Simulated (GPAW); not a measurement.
**AlN (P6_3mc): refractive index against wavelength**

The refractive index of AlN (P6_3mc) along x below the direct gap (4.18 eV on the mesh) is read from one computed spectrum, n = √(Re ε). x, y and z are the Cartesian axes of the input cell.

It takes space group P6_3mc (No. 186, hexagonal). The conventional cell has a = 3.113 Å, b = 3.113 Å, c = 4.981 Å, α = 90.00°, β = 90.00°, γ = 120.00°. Around Al on site b lie 4 N at 1.89 Å. N on site b has 4 Al at 1.89 Å as nearest neighbours.

Method: GPAW 26.7.0, LDA, RPA, k-mesh 12×12×6, local fields up to 50 eV, Lorentzian half width 0.15 eV.

Launch of the response step: `OMP_NUM_THREADS=1 python df.py`. The run took 84 s, its band step included, on 1 thread of Arm Neoverse V2, with other jobs on the host.

| wavelength (nm) | photon energy E (eV) | n |
| --- | --- | --- |
| 1310 | 0.946 | 2.0971 |
| 1064 | 1.165 | 2.1026 |
| 850 | 1.459 | 2.1119 |
| 700 | 1.771 | 2.1245 |
| 633 | 1.959 | 2.1335 |
| 532 | 2.331 | 2.1550 |
| 450 | 2.755 | ? |

In the single-oscillator model n² − 1 = E₀E_d/(E₀² − E²), so 1/(n² − 1) = E₀/E_d − E²/(E₀E_d) is linear in E².

Working, on the rows shown:

| x = E² (eV²) | y = 1/(n² − 1) |
| --- | --- |
| 0.895757 | 0.294306 |
| 1.35784 | 0.292318 |
| 2.12762 | 0.289007 |
| 3.13716 | 0.284616 |
| 3.83641 | 0.281546 |
| 5.43137 | 0.274422 |

Means: x̄ = 2.7977, ȳ = 0.28604. Σ(x − x̄)(y − ȳ) = -0.0625, Σ(x − x̄)² = 14.27. Slope = -0.0625 / 14.27 = -0.00438; intercept = ȳ − slope · x̄ = 0.29829. Turned back into n, the line misses the rows shown by at most 0.00024.

Task: Fill in the last column of the withheld row.

Result: At x = 7.5912 the line gives y = 0.26504, that is 2.1847. The run gave 2.1866, so the extrapolation is off by 0.0019, 2 % of the range in the table.

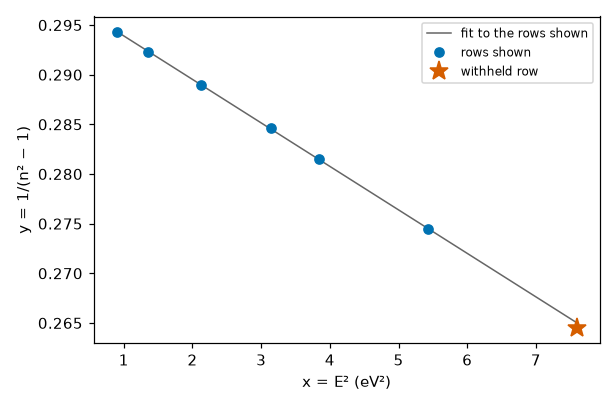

Refitted with all rows, the slope is -0.00445 and the intercept 0.29845. These give E₀ = √(intercept/−slope) = 8.19 eV and E_d = E₀/intercept = 27.4 eV; E₀ is 2.0 times the direct gap. The electronic limit at long wavelengths, without lattice vibrations, is n = √(1 + 1/intercept) = 2.086. The cell comes from an older database entry, whose edges can be off by a per cent or so. Excitons are left out; LDA gaps are as a rule too small. The values come from a sum over the points of one k-mesh and carry its error, which grows as the direct gap shrinks.
